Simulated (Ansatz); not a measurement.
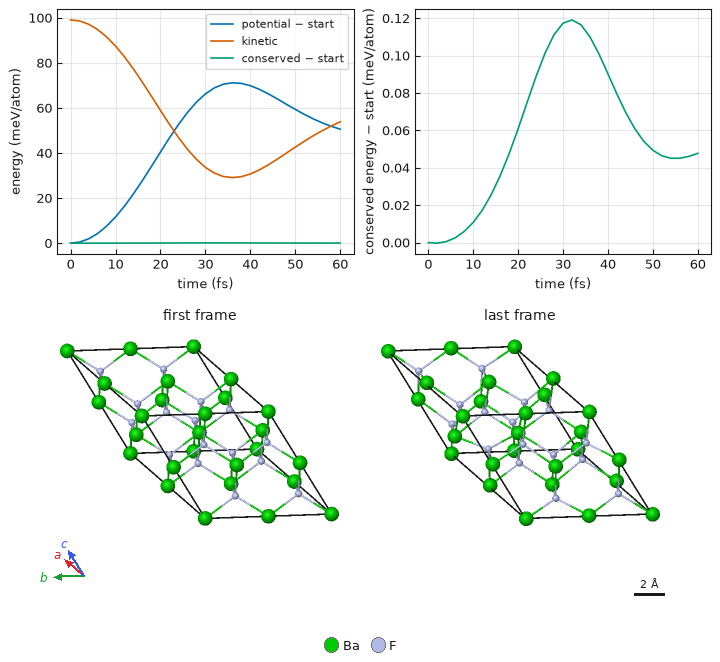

A Born-Oppenheimer molecular dynamics run of a 24-atom cell of BaF2 (built on the measured structure type), 60 fs long. Style: ball-and-stick. Shown: the reduced simulation cell, from a free direction. Bonds to atoms that aren't drawn are left out. Lengths and directions refer to the drawn axes.

All numbers below come from Ansatz 0.2.0, DFT, PBE, plane waves, PAW. Run with plane-wave cutoff 420 eV; k-point mesh 2 × 2 × 2; Fermi-Dirac smearing 0.069 eV; Nosé-Hoover thermostat (NVT); set temperature 800 K; time step 2 fs.

### Is this trajectory numerically sound?

The conserved quantity stays between −0.00029 and 0.12 meV per atom of its start. A straight-line fit has a slope that amounts to +0.057 meV per atom over 60 fs (0.1 % of the mean kinetic energy), its mean offset in the second half is 0.1 %, and the ripple about the line is 0.1 % of the kinetic energy's fluctuation. With a drift under 2 % and a ripple under 7 %, the integration is accurate. The mean temperature in the second half is 313 K (standard deviation 68 K). That is still far from the set 800 K: the thermostat hasn't settled it within this run. The potential energy is still drifting at the end, so the run hasn't reached equilibrium. The potential energy in the second half lies on average 62.9 meV per atom above the first frame.
